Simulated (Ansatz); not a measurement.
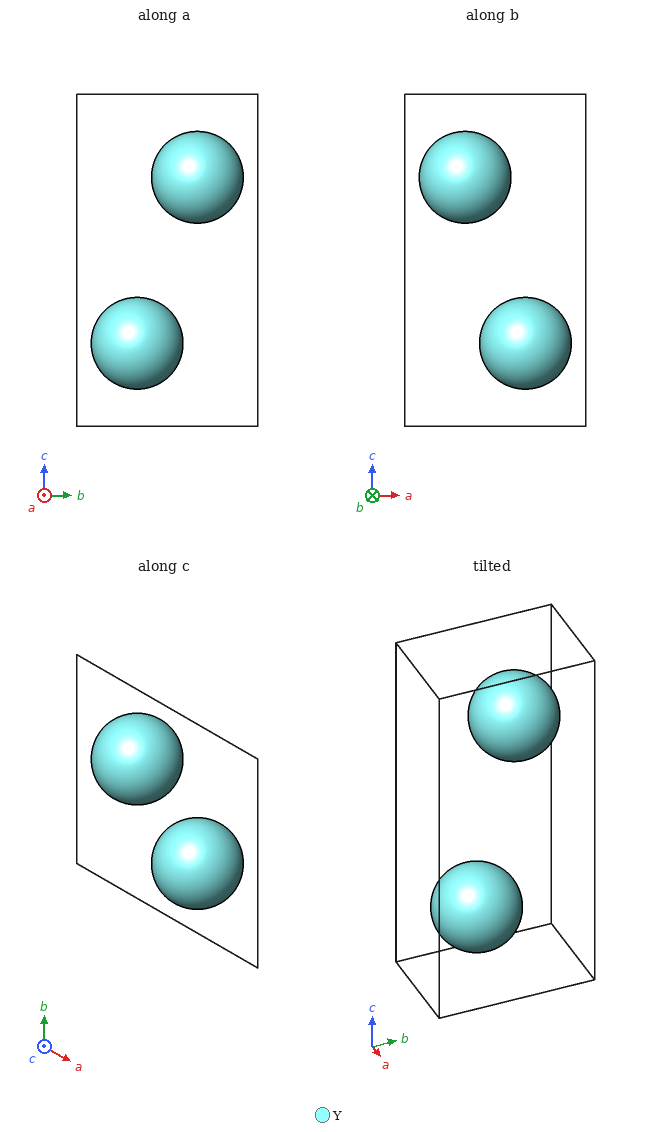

This spheres-only model is shown along the a axis, along the b axis, along the c axis and slightly off an axis. The lines enclose the conventional unit cell; boundary atoms appear with their images.

Lattice parameters: a = 3.5043 Å, b = 3.5043 Å, c = 5.5695 Å, α = 90.000°, β = 90.000°, γ = 120.000°.

### From the views, write a CIF in P1 with every atom of the cell.

```cif
data_structure
_symmetry_space_group_name_H-M 'P 1'
_symmetry_Int_Tables_number 1
_cell_length_a 3.5043
_cell_length_b 3.5043
_cell_length_c 5.5695
_cell_angle_alpha 90.000
_cell_angle_beta 90.000
_cell_angle_gamma 120.000
_cell_volume 59.23
loop_
_atom_site_label
_atom_site_type_symbol
_atom_site_fract_x
_atom_site_fract_y
_atom_site_fract_z
_atom_site_occupancy
Y1 Y 0.3333 0.6667 0.7500 1
Y2 Y 0.6667 0.3333 0.2500 1
```

The structure was taken from a structure type filled with this element by a generator (whether the element takes this form wasn't checked). Earlier steps of the study may have refined or changed the cell and positions. It was run through Ansatz as a DFT input.

At this level of theory the cell isn't at rest (compressed, at 6 GPa), so its distances can differ from those at equilibrium, the more so the softer the solid.
